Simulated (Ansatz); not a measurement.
## Electronic structure of HC32 (cell with a defect) in real space

Input

```
crystal:
  lattice:
    - [5.6709571555, 0.0, -3.4026574436]
    - [-2.867743478, -4.9298468454, -3.3594911955]
    - [-2.867743478, 4.9298468454, -3.3594911955]
  atoms:
    - { symbol: C, position: [0.4166287368, 0.0416286019, 0.5416286019] }
    - { symbol: C, position: [0.6666287368, 0.7916286019, 0.5416286019] }
    - { symbol: C, position: [0.9166287368, 0.5416286019, 0.5416286019] }
    - { symbol: C, position: [0.4166287368, 0.2916286019, 0.2916286019] }
    - { symbol: C, position: [0.1666287368, 0.2916286019, 0.5416286019] }
    - { symbol: C, position: [0.6666287368, 0.0416286019, 0.2916286019] }
    - { symbol: C, position: [0.9166287368, 0.7916286019, 0.2916286019] }
    - { symbol: C, position: [0.4166287368, 0.5416286019, 0.0416286019] }
    - { symbol: C, position: [0.1666287368, 0.5416286019, 0.2916286019] }
    - { symbol: C, position: [0.6666287368, 0.2916286019, 0.0416286019] }
    - { symbol: C, position: [0.9166287368, 0.0416286019, 0.0416286019] }
    - { symbol: C, position: [0.4166287368, 0.7916286019, 0.7916286019] }
    - { symbol: C, position: [0.1666287368, 0.7916286019, 0.0416286019] }
    - { symbol: C, position: [0.6666287368, 0.5416286019, 0.7916286019] }
    - { symbol: C, position: [0.9166287368, 0.2916286019, 0.7916286019] }
    - { symbol: C, position: [0.1666287368, 0.0416286019, 0.7916286019] }
    - { symbol: C, position: [0.5833712632, 0.9583713981, 0.4583713981] }
    - { symbol: C, position: [0.8333712632, 0.7083713981, 0.4583713981] }
    - { symbol: C, position: [0.0833712632, 0.4583713981, 0.4583713981] }
    - { symbol: C, position: [0.5833712632, 0.2083713981, 0.2083713981] }
    - { symbol: C, position: [0.3333712632, 0.2083713981, 0.4583713981] }
    - { symbol: C, position: [0.8333712632, 0.9583713981, 0.2083713981] }
    - { symbol: C, position: [0.0833712632, 0.7083713981, 0.2083713981] }
    - { symbol: C, position: [0.5833712632, 0.4583713981, 0.9583713981] }
    - { symbol: C, position: [0.3333712632, 0.4583713981, 0.2083713981] }
    - { symbol: C, position: [0.8333712632, 0.2083713981, 0.9583713981] }
    - { symbol: C, position: [0.0833712632, 0.9583713981, 0.9583713981] }
    - { symbol: C, position: [0.5833712632, 0.7083713981, 0.7083713981] }
    - { symbol: C, position: [0.3333712632, 0.7083713981, 0.9583713981] }
    - { symbol: C, position: [0.8333712632, 0.4583713981, 0.7083713981] }
    - { symbol: C, position: [0.0833712632, 0.2083713981, 0.7083713981] }
    - { symbol: C, position: [0.3333712632, 0.9583713981, 0.7083713981] }
    - { symbol: H, position: [0.8703385687, 0.7781262977, 0.7853292075], spin: 1.0 }
basis:
  ecutwfc: 420
  xc_grid: 2
kpoints:
  mp_grid: { grid: [2, 2, 2], shift: [0.5, 0.5, 0.5] }
hamiltonian:
  xc: pbe
  dispersion: d3bj
scf:
  occupations: { method: gaussian, width: 0.02 }
output:
  forces: true
  stress: false
  eigenvalues: true
  populations: true
  write_density: true
  write_potential: true
  elf: true
  volumetric_format: npy
magnetization:
  spin_polarized: true
relax:
  adjacent_minimum: "off"
  f_tol: 0.02
  max_steps: 60
```

Launched as:

```sh
ansatz run input.yaml --threads 4 --pin off --max-ram 8192MiB --backend cpu --events-out ev --progress --plain --runs-dir out
```

The fields are those of the relaxed geometry.

Spin-polarised.

All numbers below come from Ansatz 0.2.0, DFT PBE+D3(BJ), scalar-relativistic, plane waves, PAW.

Core electrons are frozen (PAW), and the valence fields are smoothed inside the atomic spheres.

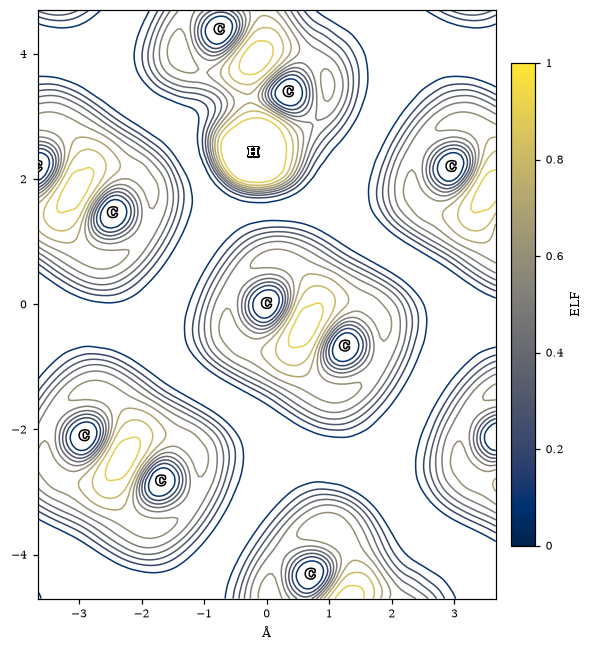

Figure 1. ELF on the (101̄) plane of the calculation cell.

Question: Interpret the plot.

Answer:
- The section cuts through C and H sites.
- C–H (1.12 Å): the ELF climbs to about 1 towards the hydrogen, as it does in any bond to H: a covalent bond by its length.
- C–C (1.42 Å): the ELF peaks at about 0.95 between the atoms: a covalent bond.
- C–C (1.49 Å): the ELF peaks at about 0.95 between the atoms: a covalent bond.

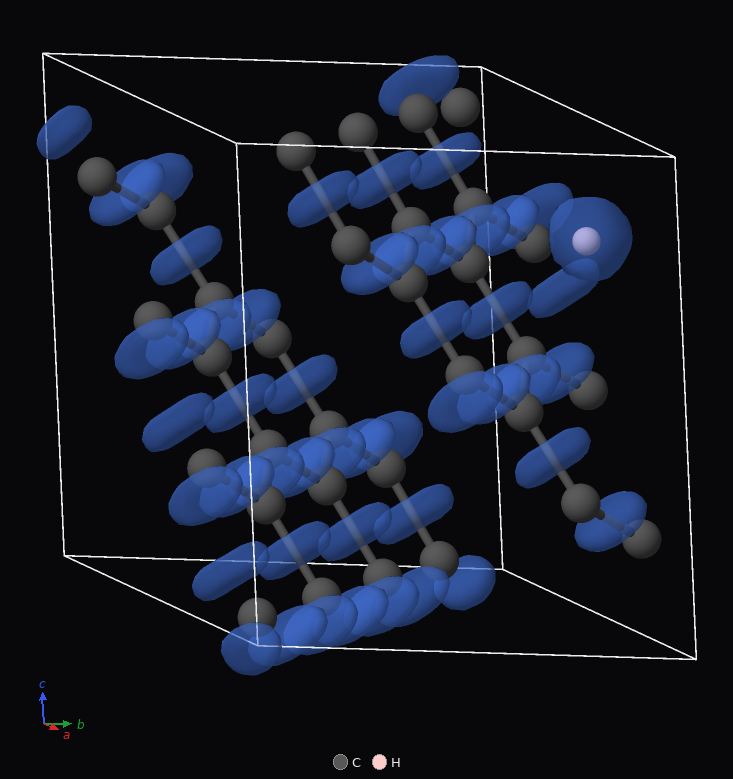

Figure 2. Isosurface of the ELF at 0.85 (blue), seen slightly off an axis. Core shells and regions of very low density are left out. Sticks mark near contacts.

Question: Describe the localisation domains.

Answer: The surface consists of 48 regions between bonded C–C atoms (shared pairs) and one region around a hydrogen nucleus, counted in one cell of 33 atoms. Any copies at cell faces, edges or corners count once. Along the contacts the grid gives the following. C–C (1.40 Å): the ELF peaks at about 0.95 between the atoms: a covalent bond.

Question: Metal or insulator at this level of theory?

Answer: It is gapped, with a Kohn–Sham gap of 0.26 eV on the k-point mesh (the band edges may lie off the mesh, which would make the gap smaller).
